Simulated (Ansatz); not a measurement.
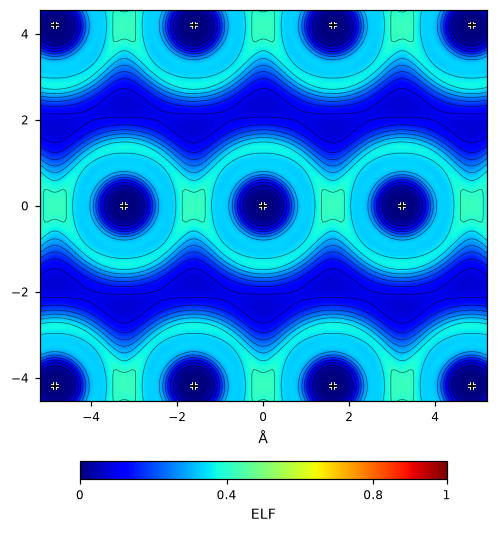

The electron localisation function on a plane through atoms (crosses mark nuclei in the plane).

The calculation used Ansatz, DFT PBE, scalar-relativistic, plane waves, PAW.

Candidates:
A. C, a = 2.59 Å, b = 2.59 Å, c = 3.75 Å, α = 90.00°, β = 90.00°, γ = 90.00°. Space group I4₁/amd; changed on purpose from its base cell (strain +0.025 along x and y, +0.050 along z, atoms carried along); computed pressure about −35 GPa in this cell.
B. Sn, a = 5.93 Å, b = 5.93 Å, c = 3.23 Å, α = 90.00°, β = 90.00°, γ = 90.00°. Space group I4₁/amd; a structure from a database of computed crystals, not necessarily the ambient phase.

**Which candidate gave the map?**

Candidate B: Sn on the (110) plane of the conventional cell, which holds Sn. Sn–Sn (3.23 Å): the ELF is about 0.40 at the midpoint.
